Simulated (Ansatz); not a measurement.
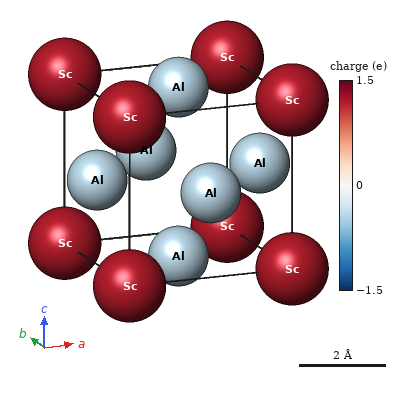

We look at a spheres-only model of the crystal slightly off an axis. The edges of the simulation cell are marked. The atoms of this ScAl$_{3}$ cell are coloured by their Bader charge.

Theory: DFT PBE, scalar-relativistic, plane waves, PAW in Ansatz 0.2.0. Numerical settings: an energy cutoff of 420 eV, a 12×12×12 grid in reciprocal space, Gaussian smearing of 0.1 eV, no spin polarisation.

What do the colours say about charge transfer?

Most positive: Sc; most negative: Al. Charges: about Sc +1.2 e; Al -0.4 e.

The structure comes from a structure listed in the Materials Project. Earlier steps of the study may have refined or changed the cell and positions. Ansatz was used for an electronic-structure calculation on it.
